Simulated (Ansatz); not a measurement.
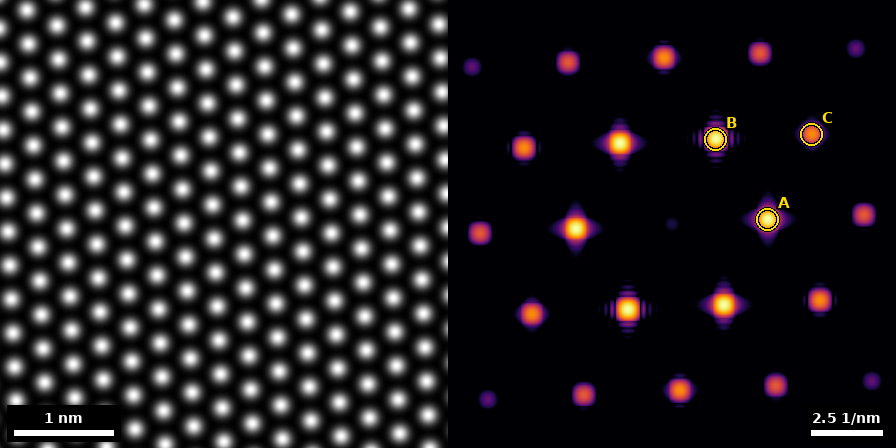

HAADF-like image of C (P6/mmm, No. 191) along [001]. Simulation: incoherent imaging, intensity Z^1.6 per atom, probe width 1.30 Å, thin sample. The probe carries 25 % of its weight in a tail 2.5 times as wide. The display is stretched by a gamma of 0.8; percentages refer to the linear signal. Model: the geometry relaxed with DFT, PBEsol, plane waves (420 eV) with PAW, scalar-relativistic in Ansatz; the starting structure was generated, so it need not be a known form of this composition.

The right panel is the modulus of the image's Fourier transform on a logarithmic scale.

a = 5.922 Å, b = 5.922 Å, c = 1.283 Å, α = 90.00°, β = 90.00°, γ = 120.00°

Q: Index the marked spots and give their plane spacings (the zone axis points at the viewer; indices equivalent by symmetry, or all signs reversed, are as good).

A: (-2 1 0), d = 2.96 Å; B: (-1 -1 0), d = 2.96 Å; C: (-3 0 0), d = 1.71 Å. A and B enclose 60°, and every spot obeys the zone law hu + kv + lw = 0 for [001].
